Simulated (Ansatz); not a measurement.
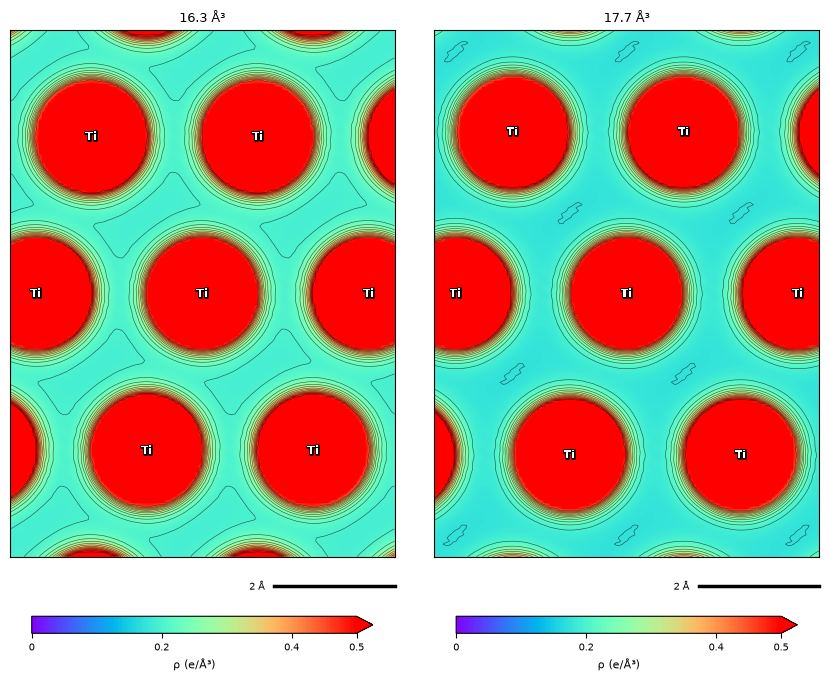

Ti. The valence charge density (pseudo) of cells scaled evenly to different volumes (given per atom above each panel), on the (011̄) plane of each (indices in the axes of the cell below), at one length scale and on one colour scale.

A generated structure, not necessarily the stable one; computed without spin polarisation.

These are results of DFT, revPBE, plane waves (420 eV) with PAW, scalar-relativistic (Ansatz 0.2.0), not measurements.

In a PAW calculation such maps are meaningful between the atoms, not at the nuclei.

The largest cell:

```yaml
crystal:
  lattice:
    - [-1.64221, 1.64221, 1.64221]
    - [1.64221, -1.64221, 1.64221]
    - [1.64221, 1.64221, -1.64221]
  atoms:
    - { symbol: Ti, position: [0.00000, 0.00000, 0.00000] }
```

| volume (Å³/atom) | Ti–Ti contact in the plane (Å) | ρ at its midpoint (e/Å³) | pressure (GPa) | 
| --- | --- | --- | --- |
| 16.30 | 2.766 | 0.203 | 9.6 | 
| 17.01 | 2.806 | ? | ? | 
| 17.72 | 2.844 | 0.183 | 0.0 | 

**Estimate the missing row, and compare with the calculation.**

Over the known rows ln ρ falls by 1.33 per Å of Ti–Ti distance (the line through the two), which gives 0.192 e/Å³ at 2.806 Å; the calculation gives 0.192 e/Å³. For the pressure, a straight line in volume between the neighbouring rows gives 4.8 GPa; the calculation gives 4.4, lower because pressure rises ever faster on compression.
